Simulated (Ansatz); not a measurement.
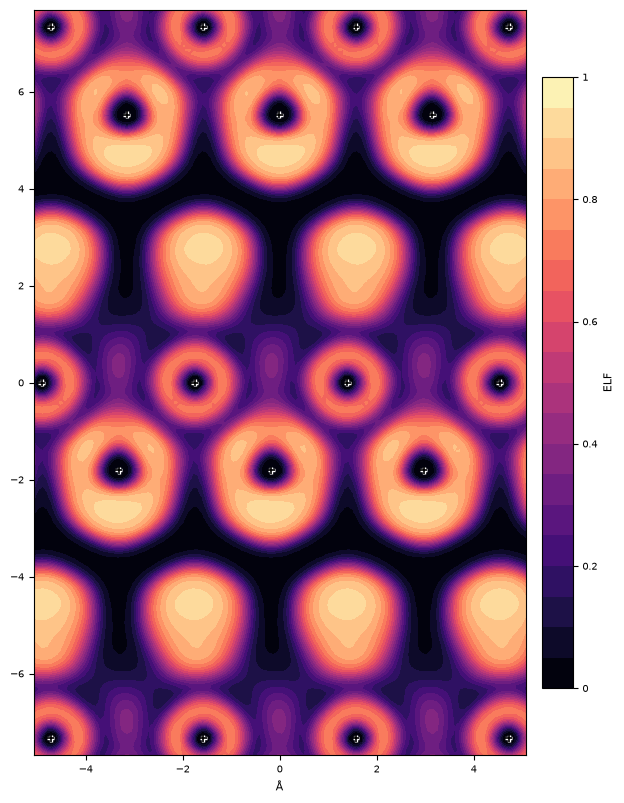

The electron localisation function on a plane through atoms (crosses mark nuclei in the plane).

Computed with DFT PBEsol, scalar-relativistic, plane waves, PAW in Ansatz 0.2.0.

Candidates:
A. CoSn2, a = 6.34 Å, b = 6.34 Å, c = 5.45 Å, α = 90.00°, β = 90.00°, γ = 90.00°. Space group I4/mcm; changed on purpose from its base cell (volume × 1.03, shape and atoms relaxed); computed pressure about −3 GPa in this cell; computed without spin polarisation.
B. WS2, a = 12.87 Å, b = 3.15 Å, c = 5.45 Å, α = 90.00°, β = 98.12°, γ = 90.00°. Space group Cc; not relaxed (largest force 1.0 eV/Å).

> Which candidate gave the map?

Candidate B: WS2 on the (101) plane of the conventional cell, which holds W and S. W–S (2.40 Å): the ELF peaks at about 0.85 in the valence shell of S, 0.8 Å from its nucleus, and is about 0.50 at the midpoint.
